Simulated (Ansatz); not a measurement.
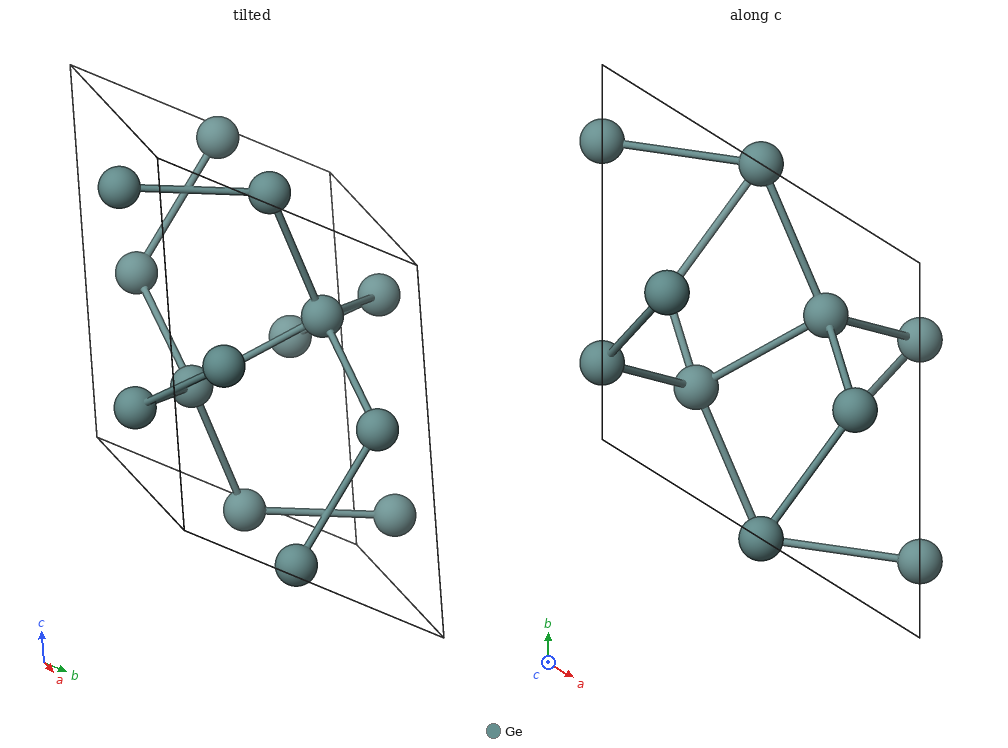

Crystal structure, ball-and-stick style, seen slightly off an axis and along the c axis. Atoms at the boundary of the simulation cell (the box) are drawn once for each face, edge or corner they touch.

The input:
```yaml
crystal:
  lattice:
    - [-3.5737529906, 3.5737529906, 3.3655732048]
    - [3.5737529906, -3.5737529906, 3.3655732048]
    - [3.5737529906, 3.5737529906, -3.3655732048]
  atoms:
    - { symbol: Ge, position: [0.5, 0.0, 0.7958385091] }
    - { symbol: Ge, position: [0.7958385091, 0.5, 0.0] }
    - { symbol: Ge, position: [0.0, 0.7958385091, 0.5] }
    - { symbol: Ge, position: [0.7041614909, 0.7041614909, 0.7041614909] }
    - { symbol: Ge, position: [0.5, 0.0, 0.2041614909] }
    - { symbol: Ge, position: [0.2041614909, 0.5, 0.0] }
    - { symbol: Ge, position: [0.0, 0.2041614909, 0.5] }
    - { symbol: Ge, position: [0.2958385091, 0.2958385091, 0.2958385091] }
basis:
  ecutwfc: 420
kpoints:
  mp_grid: { grid: [8, 8, 8] }
hamiltonian:
  xc: pbesol
scf:
  occupations: { method: gaussian, width: 0.15 }
output:
  forces: true
  stress: true
  eigenvalues: true
```
Run as:
```sh
ansatz run input.yaml --threads 2 --pin off --max-ram 5120MiB --backend cpu --events-out ev --progress --plain --runs-dir out
```

Method: Ansatz, DFT PBEsol, scalar-relativistic, plane waves, PAW; plane-wave cutoff 420 eV, an 8×8×8 sampling of the Brillouin zone, Gaussian smearing of 0.15 eV, no spin polarisation.

Predict the gap.

Answer. A metal: bands cross the Fermi level.

Give the pressure and its sign.

Answer. The computed pressure is -1.7 GPa (stretched: it would shrink). The stress isn't hydrostatic: its largest component is 3.6 GPa.

Provenance: a structure listed in the Materials Project. The cell was then strained or its atoms displaced on purpose. Ansatz was used for an electronic-structure calculation on it.
